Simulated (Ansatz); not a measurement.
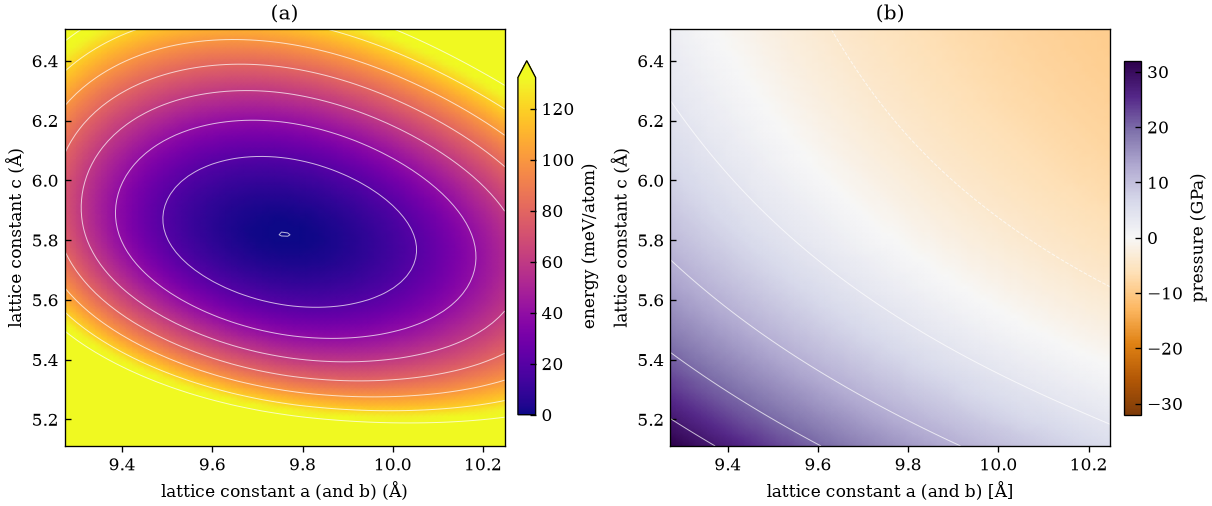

Ge (R-3, No. 148; 8 atoms in the cell). The energy is mapped over the lattice constants a and c of the conventional cell. Coordinates scanned: (1) lattice constant a (and b); (2) lattice constant c. Nothing is relaxed (fractional coordinates fixed). The grid has 5 × 5 points. Points are written as (first, second). Energies are in meV/atom, from the lowest grid point. Theory: DFT LDA, scalar-relativistic, plane waves, PAW in Ansatz 0.2.0. Settings: cutoff 420 eV, k-mesh 9×9×9, gaussian smearing 0.15 eV, no spin polarisation.

Panel (a) is the energy; panel (b) is the computed pressure, in GPa.

In the figure: a smooth colour map with a few white contour lines, one colour for all values above the top of the scale. Between grid points the surface is interpolated.

How does the pressure vary over the map, and what is it at the lowest grid point?

It runs from −9.5 GPa at (10.248 Å, 6.505 Å) to 32.0 GPa at (9.272 Å, 5.111 Å). At the lowest grid point, (9.760 Å, 5.808 Å), it is 0.0 GPa.

| lattice constant c ↓, lattice constant a (and b) → | 9.272 | 9.516 | 9.760 | 10.004 | 10.248 |
| --- | --- | --- | --- | --- | --- |
| 6.505 | 1.9 | −2.4 | −5.6 | −7.9 | −9.5 |
| 6.157 | 5.2 | 0.2 | −3.6 | −6.3 | −8.2 |
| 5.808 | 10.5 | 4.5 | 0.0 | −3.3 | −5.8 |
| 5.460 | 18.9 | 11.6 | 6.0 | 1.8 | −1.4 |
| 5.111 | 32.0 | 22.9 | 15.7 | 10.2 | 5.8 |

PAW datasets: the set soft_1.
